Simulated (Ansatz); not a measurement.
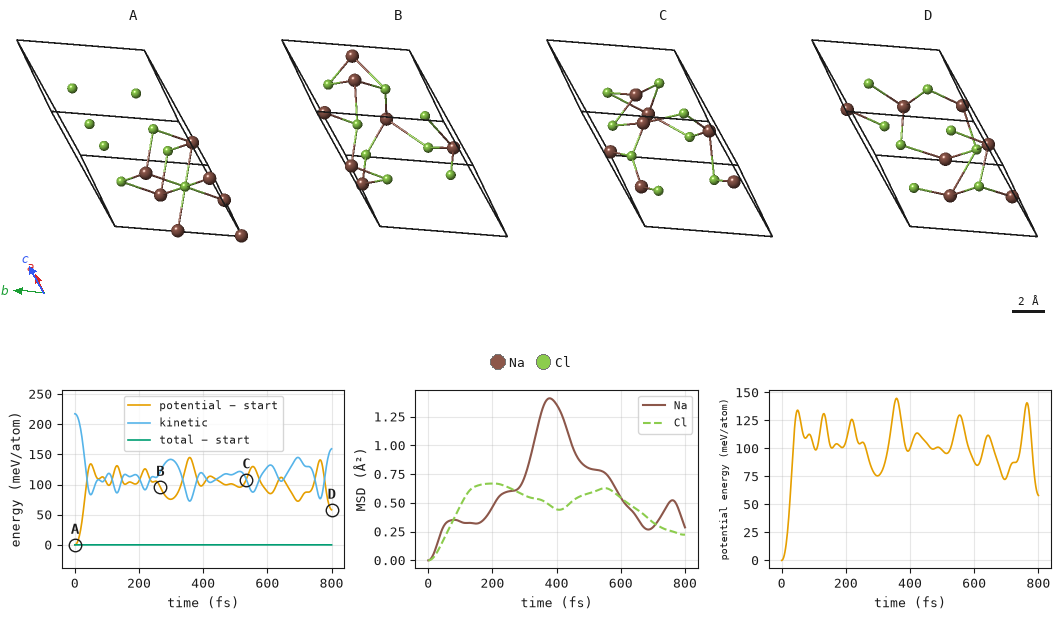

A Born-Oppenheimer molecular dynamics run of NaCl with a Na vacancy (15 atoms in the cell, charge -1), 800 fs long. Frames (A at 0 fs, B at 266 fs, C at 534 fs, D at 800 fs) and the history of the run. The picture is a ball-and-stick view of the reduced simulation cell, seen from a free direction. Atoms that leave the cell re-enter on the other side. Bonds to atoms that aren't drawn are left out. Lengths and directions refer to the drawn axes.

These are results of Ansatz, DFT LDA, scalar-relativistic, plane waves, PAW, not measurements. Set-up: plane-wave cutoff 420 eV; k-point mesh 2 × 2 × 2; Fermi-Dirac smearing 0.05 eV; constant energy (NVE); velocities drawn for 1800 K; time step 2 fs.

Describe the run.

Answer. The mean temperature in the second half is 968 K (standard deviation 134 K). The potential energy in the second half lies on average 100 meV per atom above the first frame. Root-mean-square distances from the starting positions over the second half, with the common drift of all atoms taken out: Na 0.80 Å, Cl 0.67 Å. Against the typical shortest distance between atoms in the first frame, about 3.0 Å these are large excursions, but over 800 fs one can't yet tell strong vibration from the start of diffusion.

Limits of the set-up: the periodic images lie only 8.4 Å apart, so the values are limited by the cell's size; the cell is charged, on a uniform background, and energies carry no finite-size correction.

The run took 14 min on 2 threads of Intel(R) Xeon(R) Platinum 8488C (Sapphire Rapids), on a shared host, peak memory 0.87 GiB.
